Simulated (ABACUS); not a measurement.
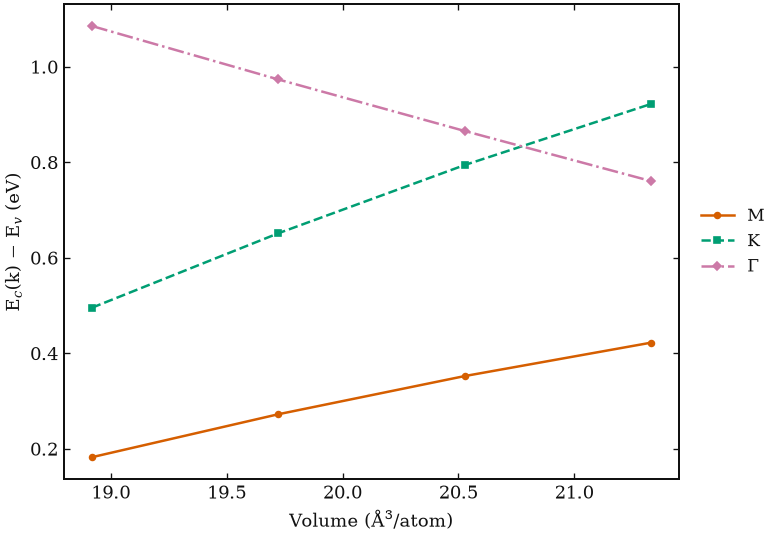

Lowest conduction level at each named k point, counted from the valence-band top at Γ.

System: hexagonal-diamond (lonsdaleite-type) Si, space group P6_3/mmc (No. 194), 4 atoms in the cell. The cell is scaled at fixed shape and fractional positions. At 20.53 Å³/atom, a = 3.857 Å, c = 6.375 Å (hexagonal axes). Level of theory: LDA, GBRV ultrasoft 1.5 LDA, no spin polarisation, no spin-orbit coupling, 6×6×3 k mesh, 544 eV cutoff; code ABACUS.

### How does each level move from 18.92 Å³/atom to 21.33 Å³/atom?

M rises by 0.24 eV, K rises by 0.42 eV and Γ falls by 0.32 eV.

### What are the deformation potentials dE/d ln V?

Straight lines against ln V have slopes of +2.0 eV at M, +3.6 eV at K and −2.7 eV at Γ.

### Which of these conduction levels is lowest, and does that change?

The lowest is the one at M, over the whole range, so among these points the gap stays indirect.

The values:
| volume | M (eV) | K (eV) | Γ (eV) | pressure (GPa) |
| --- | --- | --- | --- | --- |
| 18.92 Å³/atom | 0.18 | 0.49 | 1.08 | 4.1 |
| 19.72 Å³/atom | 0.27 | 0.65 | 0.97 | −0.2 |
| 20.53 Å³/atom | 0.35 | 0.79 | 0.86 | −3.7 |
| 21.33 Å³/atom | 0.42 | 0.92 | 0.76 | −6.6 |

LDA, GGA and most meta-GGA functionals understate gaps. This isn't the form of Si at room conditions, which is diamond. A mesh with an odd division misses points of the zone boundary, where a smaller gap can lie.
